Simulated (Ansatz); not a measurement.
Consider TiO$_{2}$.

```cif
data_structure
_symmetry_space_group_name_H-M 'P 1'
_symmetry_Int_Tables_number 1
_cell_length_a 5.9463
_cell_length_b 6.5747
_cell_length_c 6.5748
_cell_angle_alpha 90.000
_cell_angle_beta 90.000
_cell_angle_gamma 90.000
_cell_volume 257.05
loop_
_atom_site_label
_atom_site_type_symbol
_atom_site_fract_x
_atom_site_fract_y
_atom_site_fract_z
_atom_site_occupancy
Ti1 Ti 0.25000 0.75000 0.25000 1
Ti2 Ti 0.75000 0.25000 0.75000 1
Ti3 Ti 0.25000 0.25000 0.75000 1
Ti4 Ti 0.75000 0.75000 0.25000 1
Ti5 Ti 0.00000 0.25000 0.24524 1
Ti6 Ti 0.50000 0.75000 0.74524 1
Ti7 Ti 0.50000 0.25000 0.25476 1
Ti8 Ti 0.00000 0.75000 0.75476 1
O1 O 0.25015 0.25000 0.44508 1
O2 O 0.75015 0.75000 0.94508 1
O3 O 0.74985 0.25000 0.44508 1
O4 O 0.24985 0.75000 0.94508 1
O5 O 0.00000 0.05490 0.74962 1
O6 O 0.50000 0.55490 0.24962 1
O7 O 0.00000 0.44510 0.74962 1
O8 O 0.50000 0.94510 0.24962 1
O9 O 0.00000 0.55490 0.25038 1
O10 O 0.50000 0.05490 0.75038 1
O11 O 0.75015 0.25000 0.05492 1
O12 O 0.25015 0.75000 0.55492 1
O13 O 0.00000 0.94510 0.25038 1
O14 O 0.50000 0.44510 0.75038 1
O15 O 0.24985 0.25000 0.05492 1
O16 O 0.74985 0.75000 0.55492 1
```

Space group Imma; a structure from a database of computed crystals, not necessarily the ambient phase.

All numbers below come from Kohn-Sham DFT of a periodic cell, PBE, Ansatz PAW (Ansatz 0.2.0).

Q: What can the converged valence pseudo-density and electron localisation function tell about the bonding?

A: Ti–O (1.96 Å): ρ at the midpoint is about 0.7 e/Å³; the ELF peaks at about 0.80 in the valence shell of O, 0.6 Å from its nucleus, and is about 0.20 at the midpoint: no shared electron pair shows on this line.
Ti–O (1.96 Å): the density is about 0.7 e/Å³ at the midpoint; the ELF peaks at about 0.80 in the valence shell of O, 0.6 Å from its nucleus, and is about 0.20 at the midpoint: no localised pair shows between them.

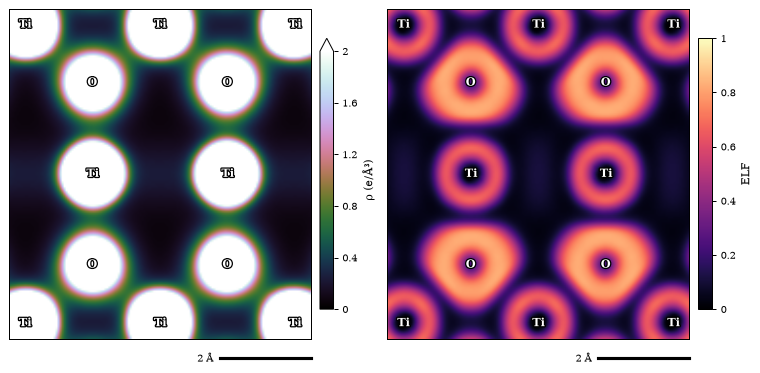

Computed valence pseudo-density and electron localisation function on the (001) plane of the conventional cell, in this order. 
